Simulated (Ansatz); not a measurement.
System: MgO, space group P6_3/mmc (No. 194) (cell built by us, not taken from a database).

Input of the run:
```
crystal:
  lattice:
    - [3.5206448296, 0.0, 0.0]
    - [-1.7603224148, 3.0489678602, 0.0]
    - [0.0, 0.0, 4.2383658323]
  atoms:
    - { symbol: Mg, position: [0.6666666667, 0.3333333333, 0.75] }
    - { symbol: Mg, position: [0.3333333333, 0.6666666667, 0.25] }
    - { symbol: O, position: [0.6666666667, 0.3333333333, 0.25] }
    - { symbol: O, position: [0.3333333333, 0.6666666667, 0.75] }
basis:
  ecutwfc: 420
kpoints:
  mp_grid: { grid: [10, 10, 6] }
hamiltonian:
  xc: pbe
scf:
  occupations: { method: fixed }
output:
  eigenvalues: true
phonons:
  method: dfpt
  dielectric: true
  rigid_motions: translations
  eigenvectors: true
  qmesh: [2, 2, 2]
  temperatures: { t_max: 1000, t_step: 100 }
  qpath:
    path:
      - [[0.0, 0.0, 0.0], [0.5, 0.0, 0.0], [0.33333333, 0.33333333, 0.0], [0.0, 0.0, 0.0], [0.0, 0.0, 0.5], [0.5, 0.0, 0.5], [0.33333333, 0.33333333, 0.5], [0.0, 0.0, 0.5]]
      - [[0.5, 0.0, 0.5], [0.5, 0.0, 0.0]]
      - [[0.33333333, 0.33333333, 0.5], [0.33333333, 0.33333333, 0.0]]
    npoints: 8
```

Launched with:
```bash
ansatz run input.yaml --threads 1 --pin off --max-ram 2048MiB --backend cpu --events-out ev --progress --plain --runs-dir out
```

Calculation (Ansatz 0.2.0): harmonic phonon frequencies at the irreducible points of a q mesh with atoms at rest in the given cell, q in fractions of the reciprocal cell vectors, no long-range term at q = 0, imaginary frequencies are negative, the first points where there are many; plane waves with PAW datasets. Level: PBE, no spin polarisation.

- wave cutoff: 420 eV
- k mesh: 10×10×6
- occupations: fixed
- pressure: 0 GPa
- phonon method: linear response
- q mesh: 2×2×2

What does the calculation give for the phonon frequencies at several wave vectors (in fractions of the reciprocal vectors of the given cell)?

No frequency is imaginary, so the structure is stable to these displacements at the wave vectors computed. The highest mode among the wave vectors computed lies at 573.4 cm⁻¹, at (0 0 −0.5) (at the zone centre itself the field of polar modes is left out).

| at | frequency (cm⁻¹) |
| --- | --- |
| (0 0 0) | 0.0 |
| (0 0 0) | 0.0 |
| (0 0 0) | 0.0 |
| (0 0 0) | 285.6 |
| (0 0 0) | 285.6 |
| (0 0 0) | 345.1 |
| (0 0 0) | 391.7 |
| (0 0 0) | 476.9 |
| (0 0 0) | 476.9 |
| (0 0 0) | 485.0 |
| (0 0 0) | 485.0 |
| (0 0 0) | 521.2 |
| (0 0 −0.5) | 210.5 |
| (0 0 −0.5) | 210.5 |
| (0 0 −0.5) | 210.5 |
| (0 0 −0.5) | 210.5 |
| (0 0 −0.5) | 310.9 |
| (0 0 −0.5) | 310.9 |
| (0 0 −0.5) | 478.5 |
| (0 0 −0.5) | 478.5 |
| (0 0 −0.5) | 478.5 |
| (0 0 −0.5) | 478.5 |
| (0 0 −0.5) | 573.4 |
| (0 0 −0.5) | 573.4 |
| (0 −0.5 0) | 111.9 |
| (0 −0.5 0) | 252.1 |
| (0 −0.5 0) | 332.6 |
| (0 −0.5 0) | 339.1 |
| (0 −0.5 0) | 344.2 |
| (0 −0.5 0) | 395.7 |
| (0 −0.5 0) | 401.3 |
| (0 −0.5 0) | 443.3 |
| (0 −0.5 0) | 460.8 |
| (0 −0.5 0) | 495.6 |
| (0 −0.5 0) | 509.4 |
| (0 −0.5 0) | 555.6 |
| (0 −0.5 −0.5) | 263.5 |
| (0 −0.5 −0.5) | 263.5 |
| (0 −0.5 −0.5) | 270.0 |
| (0 −0.5 −0.5) | 270.0 |
| (0 −0.5 −0.5) | 340.4 |
| (0 −0.5 −0.5) | 340.4 |
| (0 −0.5 −0.5) | 468.3 |
| (0 −0.5 −0.5) | 468.3 |
| (0 −0.5 −0.5) | 486.9 |
| (0 −0.5 −0.5) | 486.9 |
| (0 −0.5 −0.5) | 537.0 |
| (0 −0.5 −0.5) | 537.0 |

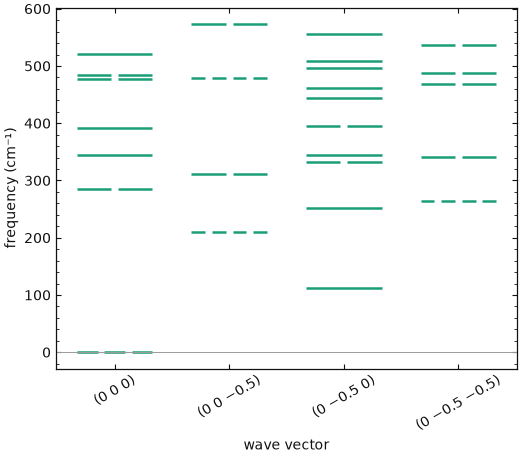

Imaginary frequencies are drawn as negative.
